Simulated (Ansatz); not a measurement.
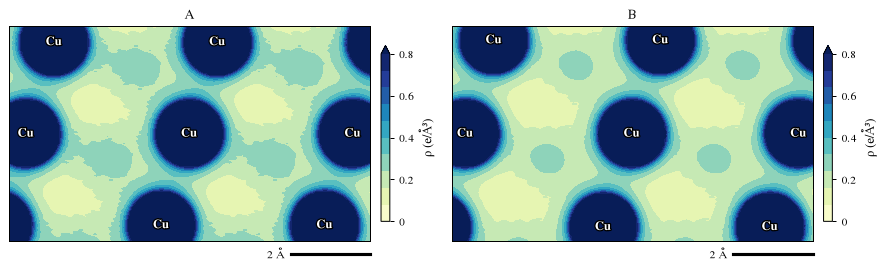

Cu. The valence electron density of two cells that differ in size, on the (001) plane of each (indices in the axes of the calculation cell), at one length scale and on one colour scale; one has 11.8 and the other 12.5 Å³ an atom.

Space group Cmcm; a structure from a database of computed crystals, not necessarily the ambient phase.

These are results of Kohn-Sham DFT of a periodic cell, HSE06, Ansatz PAW in Ansatz 0.2.0, not measurements.

In a PAW calculation such maps are meaningful between the atoms, not at the nuclei.

> Which panel shows the smaller cell, and what does the compression change?

Panel A is the smaller cell, by 6 % in volume. From the larger cell to the smaller, Cu–Cu goes from 2.47 to 2.42 Å, and the density at its midpoint from 0.28 to 0.31 e/Å³; the pressure goes from 1.0 to 9 GPa.
